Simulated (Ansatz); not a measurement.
System: CdSe.

The calculation's input:

```
crystal:
  lattice:
    - [4.3, 0.0, 0.0]
    - [-2.15, 3.7239092363, 0.0]
    - [0.0, 0.0, 7.02]
  atoms:
    - { symbol: Cd, position: [0.3333333333, 0.6666666667, 0.0] }
    - { symbol: Cd, position: [0.6666666667, 0.3333333333, 0.5] }
    - { symbol: Se, position: [0.3333333333, 0.6666666667, 0.385] }
    - { symbol: Se, position: [0.6666666667, 0.3333333333, 0.885] }
basis:
  ecutwfc: 420
kpoints:
  mp_grid: { grid: [12, 12, 6] }
hamiltonian:
  xc: pbesol
scf:
  occupations: { method: gaussian, width: 0.02 }
output:
  forces: true
  stress: true
  eigenvalues: true
  write_density: true
  write_potential: true
  elf: true
  volumetric_format: npy
relax:
  adjacent_minimum: "off"
  f_tol: 0.005
  max_steps: 80
  cell: { stress_tol: 0.05 }
```

Launched as:

```sh
ansatz run input.yaml --threads 1 --pin off --max-ram 4096MiB --backend cpu --events-out ev --progress --plain --runs-dir out
```

Below, planes, directions and counts refer to the conventional cell (a = 4.30 Å, b = 4.30 Å, c = 7.02 Å, α = 90.00°, β = 90.00°, γ = 120.00°).

The fields are those of the relaxed geometry.

Space group P6₃mc.

These are results of DFT PBEsol, scalar-relativistic, plane waves, PAW (Ansatz), not measurements.

What will maps of the valence pseudo-density and electron localisation function show?

Answer. Cd–Se (2.64 Å): ρ is about 0.39 e/Å³ halfway; the ELF is about 0.40 at the midpoint.

Does the calculation give a band gap?

Answer. It is gapped, with a Kohn–Sham gap of 0.54 eV on the k-point mesh (the band edges may lie off the mesh, which would make the gap smaller).

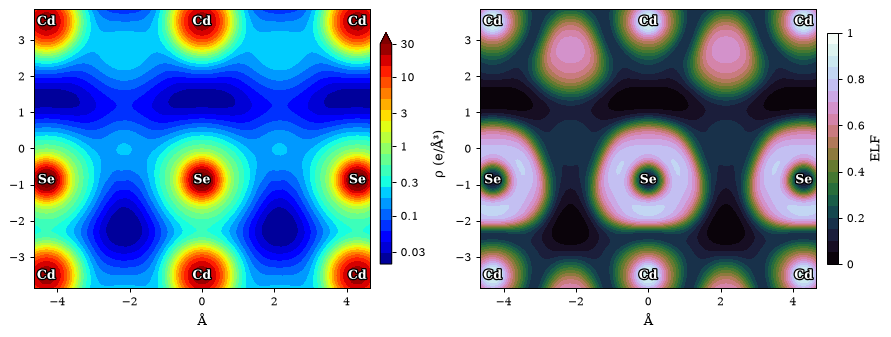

Computed valence pseudo-density and electron localisation function on the (100) plane of the conventional cell, in this order. 

Core electrons are frozen (PAW), and the valence fields are smoothed inside the atomic spheres.
